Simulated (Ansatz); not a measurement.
**Run report: Al₇Cu, single-point calculation**

- system: Al₇Cu (Fm-3m, 8 atoms in the cell)
- method: DFT PBE, scalar-relativistic, plane waves, PAW, no spin polarisation (Ansatz 0.2.0)

The structure was made by a generator, so it may or may not be a known phase.

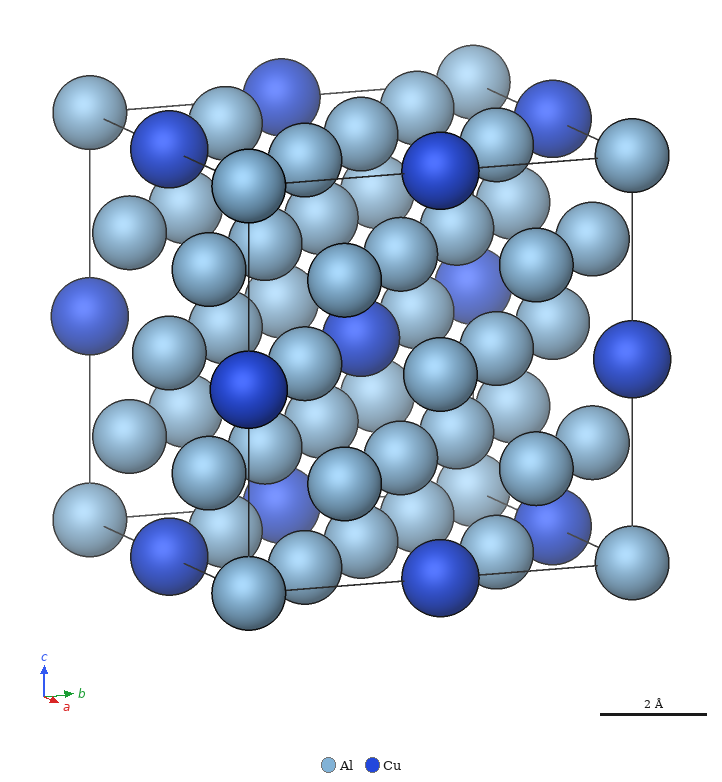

Figure 1. The structure as given in the input (spheres-only view of the cell 4 times as large as that of the calculation, set on its symmetry axes, seen slightly off an axis).

The input
```yaml
crystal:
  lattice:
    - [0.0, 3.9395611794, 3.9395611794]
    - [3.9395611794, 0.0, 3.9395611794]
    - [3.9395611794, 3.9395611794, 0.0]
  atoms:
    - { symbol: Al, position: [0.5, 0.0, 0.0] }
    - { symbol: Al, position: [0.0, 0.5, 0.5] }
    - { symbol: Al, position: [0.0, 0.5, 0.0] }
    - { symbol: Al, position: [0.5, 0.0, 0.5] }
    - { symbol: Al, position: [0.0, 0.0, 0.5] }
    - { symbol: Al, position: [0.5, 0.5, 0.0] }
    - { symbol: Al, position: [0.0, 0.0, 0.0] }
    - { symbol: Cu, position: [0.5, 0.5, 0.5] }
basis:
  ecutwfc: 420
kpoints:
  mp_grid: { grid: [8, 8, 8] }
hamiltonian:
  xc: pbe
scf:
  occupations: { method: gaussian, width: 0.1 }
output:
  forces: true
  stress: true
  eigenvalues: true
  write_density: true
  write_potential: true
  elf: true
  volumetric_format: npy
```

Run on 1 thread of Intel Xeon @ 3.00GHz (Skylake/Cascade Lake), 64 GiB of memory available, shared host.

Launch command:
```bash
ansatz run input.yaml --threads 1 --pin off --max-ram 2048MiB --backend cpu --events-out ev --progress --plain --runs-dir out
```

What the program printed
```
Engine: ansatz 0.2.0, x86_64-unknown-linux-gnu
Pseudopotentials: kind: paw
Pseudopotential: Al, paw, valence charge 3, recommended cutoff 420 eV (normal), Al.paw.azcp
Pseudopotential: Cu, paw, valence charge 19, recommended cutoff 420 eV (normal), Cu.paw.azcp
Functional definition: PBE
  parameter kappa = 0.804
  parameter beta = 0.06672455060314922
  exchange = pbe_x(kappa = kappa, mu = beta*pi^2/3)
  correlation = pbe_c(beta = beta)
Crystal: 8 atoms, lattice volume = 122.285 Å³
Basis set: ecut = 420 eV, 2421 PW (Γ), exchange–correlation on 80×80×80 points (8 copies of the dense FFT grid, shifted against one another)
Bands: 28, of which v1, the nominal top of the filled ones, is band 20 counted from 1 (19 counted from 0)
Symmetry: 48 space group operations
Space group: Fm-3m (ITA 225), of the structure as read, at distance tolerance 5.0e-5 Å
k-points: 29 of 512
Non-local potential: Al, projectors of the file, l = 0: 2, l = 1: 2, l = 2: 1
Non-local potential: Cu, projectors of the file, l = 0: 3, l = 1: 2, l = 2: 3, l = 3: 1
PAW form: soft (Blöchl's): semilocal exchange-correlation on the pseudo side does not see the compensation charge
PAW one-centre angular grid: Al, 110 points (default); XC on 64 Gauss nodes
PAW one-centre angular grid: Cu, 590 points (default); XC on 64 Gauss nodes
Initial density: superposition of atomic densities (neutral atoms: chi_scale 0, normalization atom), corrected by the library's trained network
Initial wavefunctions: pseudopotential atomic-orbital guess
Functional: x = pbe(κ = 0.804, μ = 0.2195149727645171), c = pbe(β = 0.06672455060314922)
SCF iter   1: F=—  HF=-10387.796168 eV  |F-HF|=—  |Δ(HF+E_count)|=         —  Δρ=2.23e-3  dr2=9.11e-3  ethr=1.77e-3  ⟨swp⟩=8.1  Hψ=4244  notcnv=0  defer=1
preconditioner: auto → Kerker (q_TF=auto, 2.265 Å⁻¹)  [metal: Δε(μ)=0.036 eV  Ē_g=6.806 eV  σ=0.100 eV  W_gap=0.20  n_scr=26 (ndim 8)  ℏωp=19.0 eV  f_vac=0.000  D(μ)=2.34/eV (n_scr^D=14)]
SCF iter   2: F=—  HF=-10387.796649 eV  |F-HF|=—  |Δ(HF+E_count)|=   4.80e-4  Δρ=1.13e-3  dr2=2.78e-3  ethr=2.28e-5  ⟨swp⟩=1.3  Hψ=1082  notcnv=0  defer=1
SCF iter   3: F=—  HF=-10387.796255 eV  |F-HF|=—  |Δ(HF+E_count)|=   3.93e-4  Δρ=9.68e-4  dr2=1.38e-3  ethr=6.94e-6  ⟨swp⟩=2.4  Hψ=1278  notcnv=0  defer=1
SCF iter   4: F=—  HF=-10387.796017 eV  |F-HF|=—  |Δ(HF+E_count)|=   2.39e-4  Δρ=1.16e-4  dr2=2.47e-5  ethr=3.46e-6  ⟨swp⟩=2.3  Hψ=1079  notcnv=0  defer=1
SCF iter   5: F=—  HF=-10387.796061 eV  |F-HF|=—  |Δ(HF+E_count)|=   4.46e-5  Δρ=3.57e-5  dr2=1.22e-6  ethr=6.17e-8  ⟨swp⟩=2.0  Hψ=1160  notcnv=0  defer=1
SCF iter   6: F=-10387.796061 eV  HF=-10387.796061 eV  |F-HF|=1.17e-8  |Δ(HF+E_count)|=   2.29e-7  Δρ=6.69e-6  dr2=4.01e-8  ethr=2.50e-10  ⟨swp⟩=9.7  Hψ=5241  notcnv=0
SCF 1 converged in 6 iterations: F = -10387.796061 eV  dr2 = 4.01e-8
  greatest PAW one-centre occupation: 1.000 electrons in one spin orbital (limit 2), on the Cu atom at site 7 (counted from 0), in its partial waves of l = 0
SCF converged after 6 iterations
Free energy (F): -10387.796061 eV
Harris-Foulkes:  -10387.796061 eV  (|F-HF|=1.17e-8)
Internal energy: -10387.784152 eV  (E = F + TS)
E sigma→0 (E₀):  -10387.790107 eV
Entropy (-TS):   -0.011909 eV (-1.489 meV/atom)
Fermi energy:    9.246176 eV
--- Per-component energies (eV) ---
  E_band       = -416.126719
  E_kinetic    = 463.922930
  E_local      = -6513.431880  (includes V_loc(G=0)·N_el)
  E_nonlocal   = 460.561716
  E_hartree    = 2984.716377
  E_xc         = -369.812593
  E_vxc        = -321.053229  (∫ρ·V_xc dr)
  E_paw        = -4933.511043  (= ΣΔE_a)
  E_vpaw       = -475.544691  (= ΣTr[D̂ρ^β])
  E_aug_tail   = 0.000254  (compensation charges beyond the density's cutoff)
  E_ewald      = -2480.229915
  E_smearing   = -0.011909  (= −TS)
  E_closure    = -0.000000  (closes the sum)
  Σ components = -10387.796061   (vs F -10387.796061, Δ=0.00e0)
--- Forces (eV/Å), atoms counted from 1 ---
  atom   1  Al    -0.00000000    -0.00000000     0.00000000
  atom   2  Al    -0.00000000     0.00000000     0.00000000
  atom   3  Al     0.00000000    -0.00000000     0.00000000
  atom   4  Al     0.00000000    -0.00000000    -0.00000000
  atom   5  Al    -0.00000000     0.00000000     0.00000000
  atom   6  Al     0.00000000    -0.00000000     0.00000000
  atom   7  Al    -0.00000000     0.00000000     0.00000000
  atom   8  Cu     0.00000000     0.00000000    -0.00000000
  max |Σ_I F_I| component: 2.02e-28 eV/Å
--- Stress (GPa, compression-positive) ---
        2.811774      -0.000000       0.000000
        0.000000       2.811774      -0.000000
        0.000000       0.000000       2.811774
  P = ⅓ Tr σ = 2.8118 GPa (28.118 kbar)
--- Band table (eV; the first three rows and the last of 29) ---
  k-point 0: bands = ["-104.0356", "-61.3984", "-61.3984", "-61.3984", "-2.0725", "4.3234", "4.3234", "4.3234", "4.4063", "4.7983", "4.7983", "4.7983", "5.4124", "5.4124", "5.6566", "6.6592", "6.6592", "6.6592", "6.6682", "6.6682", "6.6682", "8.4338", "8.7708", "8.7708", "15.3734", "15.3734", "15.3734", "15.4238"]
  k-point 1: bands = ["-104.0356", "-61.3984", "-61.3984", "-61.3984", "-1.9610", "3.1537", "4.1406", "4.1406", "4.3423", "4.9635", "4.9635", "5.2831", "5.4204", "5.4204", "5.9584", "6.3784", "6.3784", "6.4164", "6.8361", "6.8361", "7.2966", "9.1171", "9.2878", "9.2878", "13.8487", "13.8487", "13.9547", "15.5166"]
  k-point 2: bands = ["-104.0356", "-61.3984", "-61.3984", "-61.3984", "-1.6281", "1.8484", "3.9339", "3.9339", "4.0809", "4.9348", "4.9348", "5.2505", "5.4624", "5.4624", "5.9325", "6.1949", "6.1949", "6.8739", "7.2332", "7.2332", "8.9304", "10.4317", "10.4317", "10.4898", "12.2207", "12.2207", "12.2428", "15.7945"]
  k-point 28: bands = ["-104.0356", "-61.3984", "-61.3984", "-61.3984", "0.6641", "0.7479", "0.7479", "1.3622", "4.8303", "4.8303", "5.0804", "5.4626", "5.4791", "6.1147", "6.3301", "6.3301", "6.3935", "8.9096", "9.6418", "9.6418", "9.9023", "10.8636", "10.8636", "11.2211", "11.6440", "13.3404", "13.9090", "13.9979"]
```

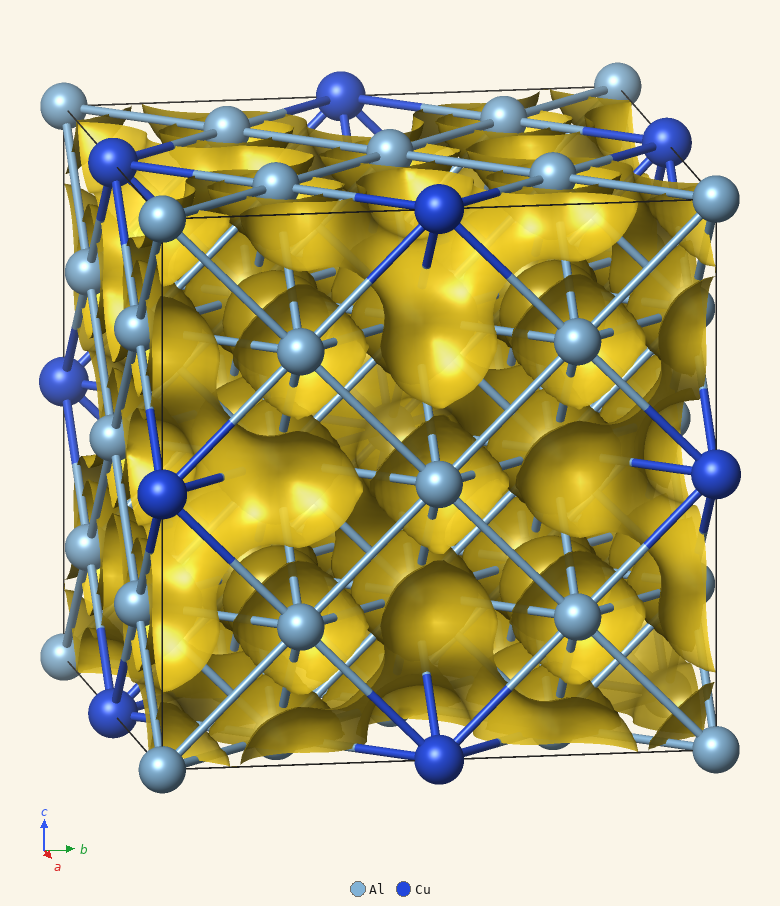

Figure 2. Isosurface of the electron localisation function at 0.45 (yellow), seen slightly off an axis. Only the valence region is drawn (cores and ρ < 0.01 e/Å³ removed). Sticks mark near contacts. The outline is the cell set on symmetry axes. Values along the shortest contacts: Al–Al (2.79 Å): the ELF peaks at about 0.65 between the atoms. Al–Cu (2.79 Å): the ELF is about 0.40 at the midpoint, which marks metallic bonding. In a PAW calculation such maps are meaningful between the atoms, not at the nuclei.

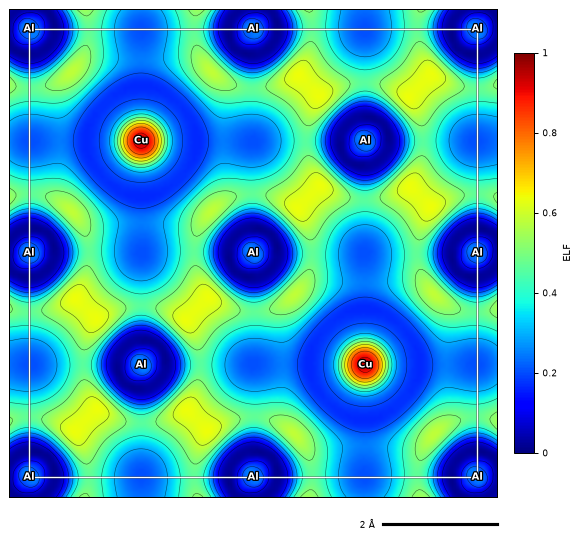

Figure 3. Electron localisation function on the (100) plane of the conventional cell. Atoms in the plane: Al and Cu. Al–Al (2.79 Å): the ELF peaks at about 0.65 between the atoms. The strong features right at Cu lie inside the PAW spheres (semicore, d or f shells) and say nothing about bonding.

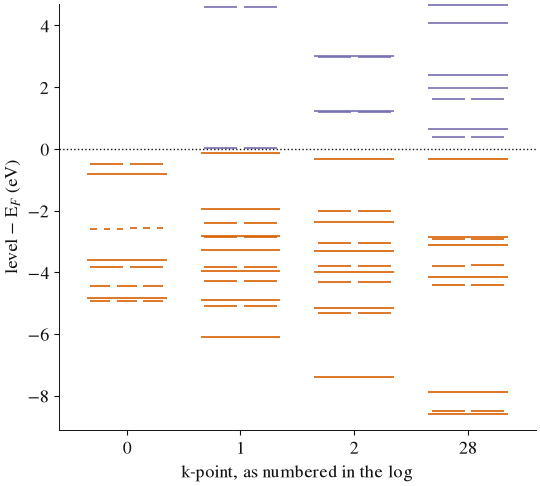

Figure 4. Kohn–Sham levels near the Fermi level (dotted) at the few k-points that the log prints; levels within 0.02 eV of each other stand side by side. The system is metallic on the full mesh.

Summary

```csv
quantity,value
outcome,converged
space group (tolerance 0.01 Å),Fm-3m (225)
electrons treated,40
free energy,−10387.7961 eV
Fermi energy,9.246 eV
gap on the k-point mesh,none (metallic)
pressure,2.81 GPa
largest force (length of the vector),under 0.001 eV/Å
wall time,5.9 s
peak memory,0.46 GiB
```
